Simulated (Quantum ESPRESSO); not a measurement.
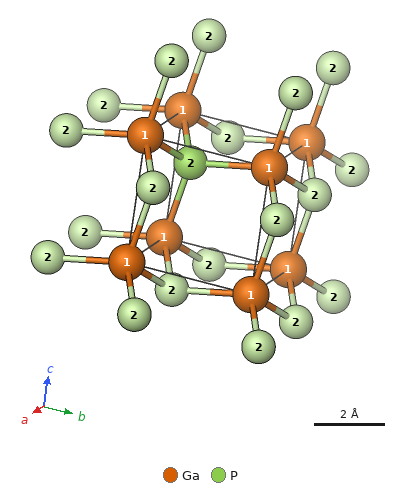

The starting structure (ball-and-stick view of the reduced cell, seen slightly off an axis; neighbours outside the cell are drawn fainter; atoms are numbered from 1 in the order of the input).

**Run report: GaP, geometry relaxation (part 1 of 2)**

- system: GaP (2 atoms in the cell)
- method: Kohn-Sham DFT of a periodic cell, PBE, PseudoDojo 0.4.1 SR PBE standard, no spin polarisation (Quantum ESPRESSO 7.5)

Input file:
```
&CONTROL
  calculation = 'relax'
  prefix = 'pwscf'
  outdir = './tmp'
  pseudo_dir = './pseudo'
  tprnfor = .true.
  tstress = .true.
  disk_io = 'low'
  nstep = 40
  forc_conv_thr = 0.0001
  etot_conv_thr = 1d-05
/
&SYSTEM
  ibrav = 0
  nat = 2
  ntyp = 2
  ecutwfc = 100
  nbnd = 15
  occupations = 'smearing'
  smearing = 'gaussian'
  degauss = 0.00073499
/
&ELECTRONS
  conv_thr = 4d-10
  electron_maxstep = 120
  mixing_beta = 0.5
/
&IONS
  ion_dynamics = 'bfgs'
/
ATOMIC_SPECIES
Ga    69.7230 Ga.upf
P     30.9738 P.upf
CELL_PARAMETERS angstrom
   0.0000000000    2.7266580000    2.7542000000
   2.7542000000    0.0000000000    2.7542000000
   2.7542000000    2.7266580000    0.0000000000
ATOMIC_POSITIONS crystal
Ga     0.0000000000    0.0000000000    0.0000000000
P      0.2500000000    0.2500000000    0.2500000000
K_POINTS automatic
8 8 8 0 0 0
```

Run on 1 thread of AMD EPYC (Zen 3), 200 GiB of memory available, shared host.

Launched with:
```bash
OMP_NUM_THREADS=1 pw.x -in pw.in > pw.out
```

Output:
```
This program is part of the open-source Quantum ESPRESSO suite
     for quantum simulation of materials; please cite
         "P. Giannozzi et al., J. Phys.:Condens. Matter 21 395502 (2009);
         "P. Giannozzi et al., J. Phys.:Condens. Matter 29 465901 (2017);
         "P. Giannozzi et al., J. Chem. Phys. 152 154105 (2020);
          URL
     in publications or presentations arising from this work. More details at

     Message from routine setup:
     using ibrav=0 with symmetry is DISCOURAGED, use correct ibrav instead

     G-vector sticks info
     --------------------
     sticks:   dense  smooth     PW     G-vecs:    dense   smooth      PW
     Sum        1487    1487    433                37749    37749    5929

     Using Slab Decomposition

     bravais-lattice index     =            0
     lattice parameter (alat)  =       7.3238  a.u.
     unit-cell volume          =     279.1568 (a.u.)^3
     number of atoms/cell      =            2
     number of atomic types    =            2
     number of electrons       =        18.00
     number of Kohn-Sham states=           15
     kinetic-energy cutoff     =     100.0000  Ry
     charge density cutoff     =     400.0000  Ry
     scf convergence threshold =      4.0E-10
     mixing beta               =       0.5000
     number of iterations used =            8  plain     mixing
     energy convergence thresh.=      1.0E-05
     force convergence thresh. =      1.0E-04
     Exchange-correlation= PBE
                           (   1   4   3   4   0   0   0)
     nstep                     =           40

     celldm(1)=   7.323824  celldm(2)=   0.000000  celldm(3)=   0.000000
     celldm(4)=   0.000000  celldm(5)=   0.000000  celldm(6)=   0.000000

     crystal axes: (cart. coord. in units of alat)
               a(1) = (   0.000000   0.703545   0.710651 )
               a(2) = (   0.710651   0.000000   0.710651 )
               a(3) = (   0.710651   0.703545   0.000000 )

     reciprocal axes: (cart. coord. in units 2 pi/alat)
               b(1) = ( -0.703580  0.710687  0.703580 )
               b(2) = (  0.703580 -0.710687  0.703580 )
               b(3) = (  0.703580  0.710687 -0.703580 )

     PseudoPot. # 1 for Ga read from file:
     Ga.upf
     Pseudo is Norm-conserving + core correction, Zval = 13.0
     Generated using ONCVPSP code by D. R. Hamann
     Using radial grid of 1902 points,  6 beta functions with:
                l(1) =   0
                l(2) =   0
                l(3) =   1
                l(4) =   1
                l(5) =   2
                l(6) =   2

     PseudoPot. # 2 for P  read from file:
     P.upf
     Pseudo is Norm-conserving + core correction, Zval =  5.0
     Generated using ONCVPSP code by D. R. Hamann
     Using radial grid of 1298 points,  6 beta functions with:
                l(1) =   0
                l(2) =   0
                l(3) =   1
                l(4) =   1
                l(5) =   2
                l(6) =   2

     atomic species   valence    mass     pseudopotential
     Ga               13.00    69.72300     Ga( 1.00)
     P                 5.00    30.97380     P ( 1.00)

      8 Sym. Ops. (no inversion) found

   Cartesian axes

     site n.     atom                  positions (alat units)
         1        Ga     tau(   1) = (   0.0000000   0.0000000   0.0000000  )
         2        P      tau(   2) = (   0.3553256   0.3517723   0.3553256  )

     number of k points=    59  Gaussian smearing, width (Ry)=  0.0007
                       cart. coord. in units 2pi/alat
        k(    1) = (   0.0000000   0.0000000   0.0000000), wk =   0.0039062
        k(    2) = (   0.0879475   0.0888359  -0.0879475), wk =   0.0312500
        k(    3) = (   0.1758950   0.1776718  -0.1758950), wk =   0.0312500
        k(    4) = (   0.2638425   0.2665076  -0.2638425), wk =   0.0312500
        k(    5) = (  -0.3517901  -0.3553435   0.3517901), wk =   0.0156250
        k(    6) = (   0.1758950   0.0000000   0.0000000), wk =   0.0156250
        k(    7) = (   0.2638425   0.0888359  -0.0879475), wk =   0.0625000
        k(    8) = (   0.3517901   0.1776718  -0.1758950), wk =   0.0625000
        k(    9) = (  -0.2638425  -0.4441794   0.4397376), wk =   0.0625000
        k(   10) = (  -0.1758950  -0.3553435   0.3517901), wk =   0.0625000
        k(   11) = (  -0.0879475  -0.2665076   0.2638425), wk =   0.0625000
        k(   12) = (   0.0000000  -0.1776718   0.1758950), wk =   0.0312500
        k(   13) = (   0.3517901   0.0000000   0.0000000), wk =   0.0156250
        k(   14) = (   0.4397376   0.0888359  -0.0879475), wk =   0.0625000
        k(   15) = (  -0.1758950  -0.5330153   0.5276851), wk =   0.0625000
        k(   16) = (  -0.0879475  -0.4441794   0.4397376), wk =   0.0625000
        k(   17) = (   0.0000000  -0.3553435   0.3517901), wk =   0.0312500
        k(   18) = (   0.5276851   0.0000000   0.0000000), wk =   0.0156250
        k(   19) = (  -0.0879475  -0.6218511   0.6156326), wk =   0.0625000
        k(   20) = (   0.0000000  -0.5330153   0.5276851), wk =   0.0312500
        k(   21) = (  -0.7035801   0.0000000   0.0000000), wk =   0.0078125
        k(   22) = (   0.0000000   0.1776718   0.0000000), wk =   0.0078125
        k(   23) = (   0.0879475   0.2665076  -0.0879475), wk =   0.0312500
        k(   24) = (   0.1758950   0.3553435  -0.1758950), wk =   0.0312500
        k(   25) = (  -0.4397376  -0.2665076   0.4397376), wk =   0.0312500
        k(   26) = (  -0.3517901  -0.1776718   0.3517901), wk =   0.0312500
        k(   27) = (  -0.2638425  -0.0888359   0.2638425), wk =   0.0312500
        k(   28) = (  -0.1758950   0.0000000   0.1758950), wk =   0.0156250
        k(   29) = (   0.3517901   0.1776718   0.0000000), wk =   0.0312500
        k(   30) = (  -0.2638425  -0.4441794   0.6156326), wk =   0.0625000
        k(   31) = (  -0.1758950  -0.3553435   0.5276851), wk =   0.0312500
        k(   32) = (   0.3517901   0.0000000   0.1758950), wk =   0.0312500
        k(   33) = (  -0.1758950  -0.5330153   0.7035801), wk =   0.0312500
        k(   34) = (  -0.0879475  -0.4441794   0.6156326), wk =   0.0625000
        k(   35) = (   0.0000000  -0.3553435   0.5276851), wk =   0.0312500
        k(   36) = (  -0.2638425   0.6218511  -0.4397376), wk =   0.0625000
        k(   37) = (  -0.1758950   0.7106870  -0.5276851), wk =   0.0312500
        k(   38) = (  -0.7035801   0.1776718   0.0000000), wk =   0.0156250
        k(   39) = (  -0.1758950   0.5330153  -0.3517901), wk =   0.0625000
        k(   40) = (  -0.0879475   0.6218511  -0.4397376), wk =   0.0625000
        k(   41) = (  -0.7035801   0.0000000   0.1758950), wk =   0.0156250
        k(   42) = (  -0.0879475   0.4441794  -0.2638425), wk =   0.0625000
        k(   43) = (   0.0000000   0.5330153  -0.3517901), wk =   0.0312500
        k(   44) = (   0.0000000   0.3553435  -0.1758950), wk =   0.0312500
        k(   45) = (   0.0000000   0.3553435   0.0000000), wk =   0.0078125
        k(   46) = (   0.0879475   0.4441794  -0.0879475), wk =   0.0312500
        k(   47) = (  -0.5276851  -0.1776718   0.5276851), wk =   0.0312500
        k(   48) = (  -0.4397376  -0.0888359   0.4397376), wk =   0.0312500
        k(   49) = (  -0.3517901   0.0000000   0.3517901), wk =   0.0156250
        k(   50) = (  -0.7035801   0.3553435   0.0000000), wk =   0.0078125
        k(   51) = (  -0.1758950   0.7106870  -0.3517901), wk =   0.0312500
        k(   52) = (  -0.0879475   0.6218511  -0.2638425), wk =   0.0625000
        k(   53) = (  -0.7035801   0.0000000   0.3517901), wk =   0.0156250
        k(   54) = (   0.0000000   0.5330153  -0.1758950), wk =   0.0312500
        k(   55) = (   0.0000000   0.5330153   0.0000000), wk =   0.0078125
        k(   56) = (  -0.6156326  -0.0888359   0.6156326), wk =   0.0312500
        k(   57) = (  -0.5276851  -0.0000000   0.5276851), wk =   0.0156250
        k(   58) = (  -0.7035801   0.0000000   0.5276851), wk =   0.0156250
        k(   59) = (   0.0000000  -0.7106870   0.0000000), wk =   0.0039062

     Dense  grid:    37749 G-vectors     FFT dimensions: (  48,  48,  48)

     Initial potential from superposition of free atoms

     starting charge      17.9972, renormalised to      18.0000
     Starting wfcs are   13 randomized atomic wfcs +    2 random wfcs

     Self-consistent Calculation

     iteration #  1     ecut=   100.00 Ry     beta= 0.50
     Davidson diagonalization with overlap
     ethr =  1.00E-02,  avg # of iterations =  4.4

     Threshold (ethr) on eigenvalues was too large:
     Diagonalizing with lowered threshold

     Davidson diagonalization with overlap
     ethr =  4.05E-04,  avg # of iterations =  2.5

     total energy              =    -166.84590746 Ry
     estimated scf accuracy    <       0.07256913 Ry

     iteration #  2     ecut=   100.00 Ry     beta= 0.50
     Davidson diagonalization with overlap
     ethr =  4.03E-04,  avg # of iterations =  2.1

     total energy              =    -166.85764758 Ry
     estimated scf accuracy    <       0.00656962 Ry

     iteration #  3     ecut=   100.00 Ry     beta= 0.50
     Davidson diagonalization with overlap
     ethr =  3.65E-05,  avg # of iterations =  4.5

     total energy              =    -166.85792996 Ry
     estimated scf accuracy    <       0.00127556 Ry

     iteration #  4     ecut=   100.00 Ry     beta= 0.50
     Davidson diagonalization with overlap
     ethr =  7.09E-06,  avg # of iterations =  2.9

     total energy              =    -166.85797658 Ry
     estimated scf accuracy    <       0.00001273 Ry

     iteration #  5     ecut=   100.00 Ry     beta= 0.50
     Davidson diagonalization with overlap
     ethr =  7.07E-08,  avg # of iterations =  3.4

     total energy              =    -166.85798130 Ry
     estimated scf accuracy    <       0.00000189 Ry

     iteration #  6     ecut=   100.00 Ry     beta= 0.50
     Davidson diagonalization with overlap
     ethr =  1.05E-08,  avg # of iterations =  2.0

     total energy              =    -166.85798175 Ry
     estimated scf accuracy    <       0.00000004 Ry

     iteration #  7     ecut=   100.00 Ry     beta= 0.50
     Davidson diagonalization with overlap
     ethr =  2.26E-10,  avg # of iterations =  3.1

     total energy              =    -166.85798177 Ry
     estimated scf accuracy    <       0.00000002 Ry

     iteration #  8     ecut=   100.00 Ry     beta= 0.50
     Davidson diagonalization with overlap
     ethr =  8.58E-11,  avg # of iterations =  2.0

     total energy              =    -166.85798177 Ry
     estimated scf accuracy    <          1.0E-08 Ry

     iteration #  9     ecut=   100.00 Ry     beta= 0.50
     Davidson diagonalization with overlap
     ethr =  5.54E-11,  avg # of iterations =  2.0

     End of self-consistent calculation

          k = 0.0000 0.0000 0.0000 (  4677 PWs)   bands (ev):

    -7.1982  -7.1982  -7.1963  -7.1069  -7.1069  -5.0004   7.3133   7.3133
     7.3680   8.9710  11.2130  11.2350  11.2350  16.0498  16.9452

          k = 0.0879 0.0888-0.0879 (  4734 PWs)   bands (ev):

    -7.2098  -7.1938  -7.1926  -7.1070  -7.1068  -4.8040   5.7048   7.0877
     7.1328   9.6571  11.5578  11.5718  11.7585  16.3723  16.5016

          k = 0.1759 0.1777-0.1759 (  4722 PWs)   bands (ev):

    -7.2371  -7.1846  -7.1834  -7.1060  -7.1052  -4.2477   3.5032   6.6597
     6.7210   9.4094  12.0521  12.0773  13.5681  16.2386  16.2826

          k = 0.2638 0.2665-0.2638 (  4710 PWs)   bands (ev):

    -7.2620  -7.1776  -7.1763  -7.1028  -7.1013  -3.4752   1.6588   6.3264
     6.4013   9.0626  12.0884  12.1544  15.2616  17.0728  17.4130

          k =-0.3518-0.3553 0.3518 (  4710 PWs)   bands (ev):

    -7.2717  -7.1754  -7.1741  -7.1007  -7.0989  -3.0069   0.8227   6.2061
     6.2862   8.9348  12.0186  12.0949  15.5773  18.0595  18.8403

          k = 0.1759 0.0000 0.0000 (  4717 PWs)   bands (ev):

    -7.2184  -7.1896  -7.1880  -7.1105  -7.1040  -4.7402   5.7466   6.6992
     6.7398  10.2267  10.7845  12.1026  12.1765  15.3694  17.2587

          k = 0.2638 0.0888-0.0879 (  4731 PWs)   bands (ev):

    -7.2398  -7.1813  -7.1789  -7.1131  -7.1013  -4.3038   4.0697   6.2328
     6.2717  10.2408  11.1901  12.8521  12.9821  15.2812  17.2964

          k = 0.3518 0.1777-0.1759 (  4710 PWs)   bands (ev):

    -7.2613  -7.1753  -7.1710  -7.1113  -7.0988  -3.5858   2.2200   5.6777
     5.9720  10.0165  11.7228  12.9989  13.7099  16.8657  18.0379

          k =-0.2638-0.4442 0.4397 (  4713 PWs)   bands (ev):

    -7.2731  -7.1728  -7.1683  -7.1057  -7.0990  -2.9310   1.0071   5.2509
     5.9659   9.8653  11.7944  12.7336  15.2784  17.4069  18.8649

          k =-0.1759-0.3553 0.3518 (  4706 PWs)   bands (ev):

    -7.2695  -7.1732  -7.1705  -7.1042  -7.1016  -3.0962   1.2909   5.1038
     6.2267   9.9257  11.9924  12.5054  15.2485  16.9685  17.7026

          k =-0.0879-0.2665 0.2638 (  4723 PWs)   bands (ev):

    -7.2515  -7.1781  -7.1768  -7.1092  -7.1021  -3.8421   2.8006   5.3099
     6.6689  10.1695  12.2026  12.2563  13.6619  15.5734  17.8076

          k = 0.0000-0.1777 0.1759 (  4731 PWs)   bands (ev):
```
